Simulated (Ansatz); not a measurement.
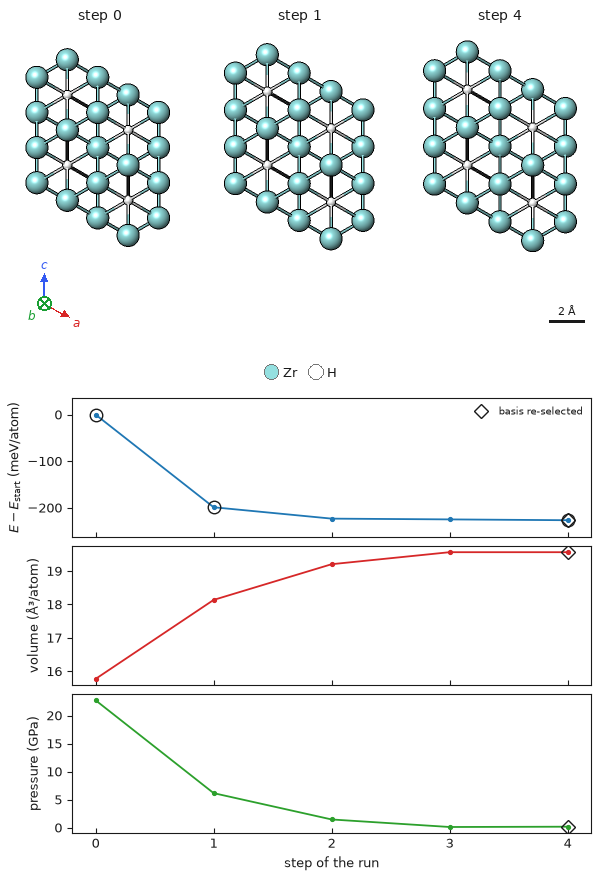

Frames of a relaxation of crystalline Zr$_{3}$H (a generated structure, set up in Im-3m) (coarse preliminary run), marked on the history of the run. Style: ball-and-stick. Shown: the cell of the calculation, along the b axis.

All numbers below come from DFT PBE, scalar-relativistic, plane waves, PAW (Ansatz 0.2.0). Set-up: plane-wave cutoff 420 eV; k-point mesh 6 × 6 × 6; occupations gaussian; smearing width 0.1 eV; no spin polarisation; cell and atoms relaxed; force threshold 0.04 eV/Å; at most 70 steps.

Describe the path.

The energy falls by 227 meV per atom in 3 accepted moves (4 points after the start). All forces vanish by symmetry, so only the cell relaxes. The pressure goes from 22.71 to 0.17 GPa. At 1 point the geometry stayed and the basis and grid were re-selected for the new cell (energy shift of 1.8 meV per atom at most each time). No atom moves by more than 0.005 Å relative to the cell. The volume changes by +24.0 %, with a = b = c 4.344 → 4.667 Å (+7.4 %). Near-neighbour distances that change, for instance: Zr–Zr 2.508 → 2.695 Å, H–Zr 2.508 → 2.695 Å. The space group stays Im-3m (No. 229). From step 0 to 1: volume +15.0 %, energy −199 meV per atom. From step 1 to 4: volume +7.9 %, energy −27.8 meV per atom.
